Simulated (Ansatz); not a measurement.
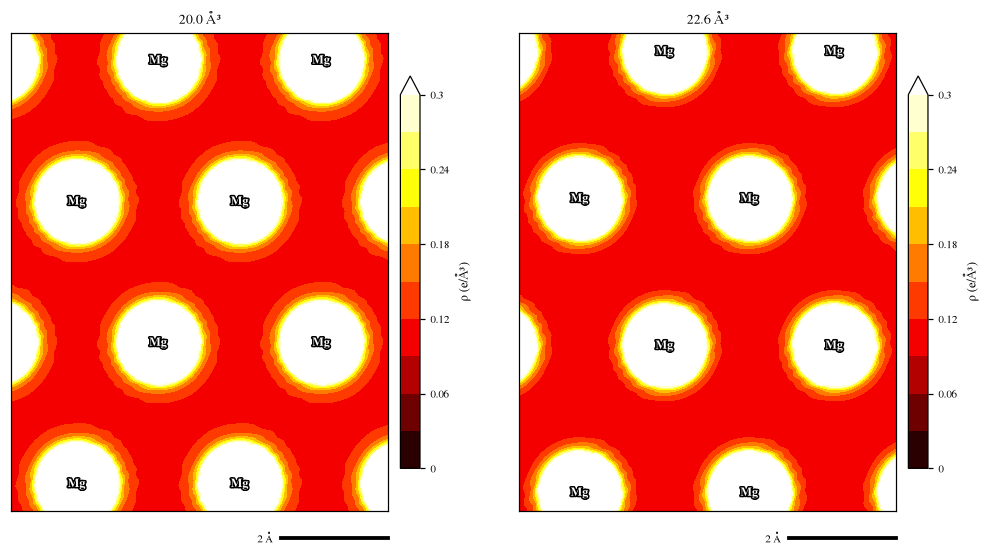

Mg. The valence charge density (pseudo) of cells scaled evenly to different volumes (given per atom above each panel), on the (010) plane of each (indices in the axes of the cell below), at one length scale and on one colour scale.

A generated structure, not necessarily the stable one.

Computed with DFT, LDA (PW92), plane waves (420 eV) with PAW, scalar-relativistic (Ansatz 0.2.0).

The density is the valence pseudo-density of a PAW calculation; it isn't the true density close to the nuclei.

The largest cell:

```yaml
crystal:
  lattice:
    - [0.00000, 2.24556, 2.24556]
    - [2.24556, 0.00000, 2.24556]
    - [2.24556, 2.24556, 0.00000]
  atoms:
    - { symbol: Mg, position: [0.00000, 0.00000, 0.00000] }
```

| volume (Å³/atom) | Mg–Mg contact in the plane (Å) | ρ at its midpoint (e/Å³) | 
| --- | --- | --- |
| 20.03 | 3.049 | 0.114 | 
| 21.78 | 3.134 | ? | 
| 22.65 | 3.176 | 0.101 | 

What values belong in the row with question marks?

Over the known rows ln ρ falls by 0.95 per Å of Mg–Mg distance (the line through the two), which gives 0.105 e/Å³ at 3.134 Å; the calculation gives 0.105 e/Å³.
